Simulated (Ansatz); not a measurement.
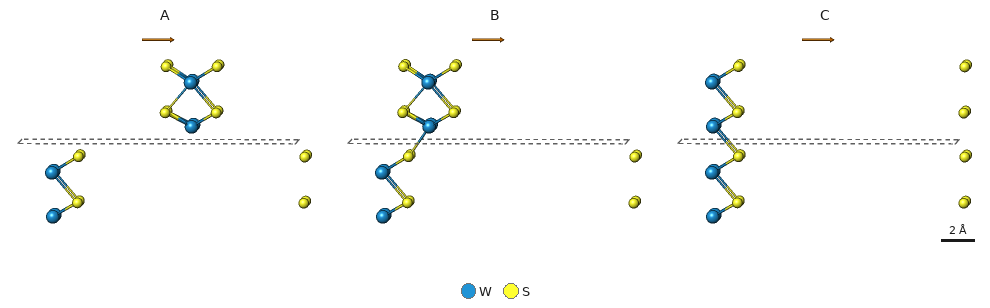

A scan of crystalline WS2 (P-6m2): the crystal above a cut along the (1 0 0) plane of the conventional cell (between a plane of S below and one of W above, 1.84 Å apart) is slid rigidly by fractions of an in-plane lattice vector 16.95 Å long (a generalised stacking fault). One cut stands in each cell, which starts 11.0 Å high; nothing is relaxed, and the dashed outline marks the cut, the arrow on top the direction of slip. The picture is a ball-and-stick view of the layers on both sides of the cut, seen from the side, nearly along the cut plane.

Theory: DFT r2SCAN, scalar-relativistic, plane waves, PAW in Ansatz. (plane-wave cutoff 500 eV; k-point mesh 8 × 2 × 3; occupations gaussian; smearing width 0.05 eV; no spin polarisation). Energies (free energies at the smearing named) are counted from the relaxed crystal.

Question: Rank the frames from lowest to highest energy.

Answer: Lowest first: C (the slip 0.00, 0 mJ/m²), B (the slip 0.167, 885 mJ/m²), A (the slip 0.50, 1587 mJ/m²). Over the whole scan: the curve starts and ends at zero, since a full lattice vector restores the crystal. Its highest computed point is 1679 mJ/m² at slip 0.083. The points are too sparse to place its extrema closely. Relaxation across the fault would lower the values. The band gap on the mesh, 1.98 eV in the reference, closes at 0.333, 0.50.

Limits of the set-up: layers or molecules are held without a dispersion correction, so their spacing is unreliable.
